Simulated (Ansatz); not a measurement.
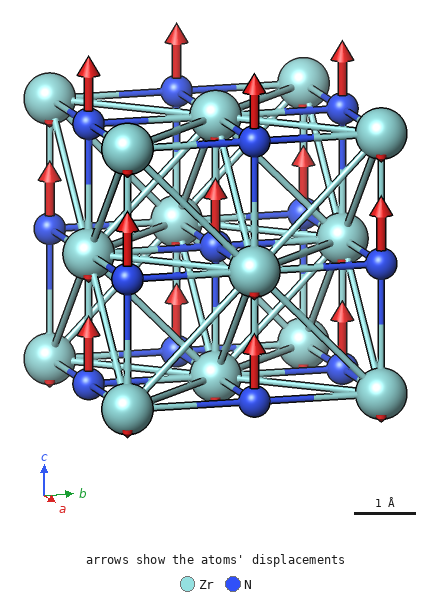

One vibrational mode of a crystal of ZrN relaxed at 25 GPa at the zone centre. Displacements are drawn as red arrows; their common scale and sign are arbitrary. Style: ball-and-stick. Shown: the conventional cell (4 times the calculation's cell), slightly off an axis. Lengths and directions refer to the drawn axes.

Level of theory: Ansatz, DFT LDA, scalar-relativistic, plane waves, PAW.

The input:
```yaml
crystal:
  lattice:
    - [0.0, 2.20666743, 2.20666743]
    - [2.20666743, 0.0, 2.20666743]
    - [2.20666743, 2.20666743, 0.0]
  atoms:
    - { symbol: Zr, position: [0.0, 0.0, 0.0] }
    - { symbol: "N", position: [0.5, 0.5, 0.5] }
basis:
  ecutwfc: 420
kpoints:
  mp_grid: { grid: [16, 16, 16] }
hamiltonian:
  xc: lda
scf:
  occupations: { method: fermi_dirac, width: 0.15 }
output:
  eigenvalues: true
phonons:
  method: dfpt
  eigenvectors: true
```

Launched with:
```bash
ansatz run input.yaml --threads 1 --pin off --max-ram 3072MiB --backend cpu --events-out ev --progress --plain --runs-dir out
```

The frequencies depend somewhat on the k-mesh and the smearing.

Describe the mode and give its frequency.

Answer. This is the T₁u mode (triply degenerate; one member of the set is drawn) at 72.7 meV, the only optical level, infrared-active by symmetry. The N sublattice moves against the Zr sublattice, along c; it stretches the shortest N–Zr bonds (2.21 Å); the kinetic energy is shared as N 87 %, Zr 13 %. The crystal is a metal, so free carriers screen the infrared response.
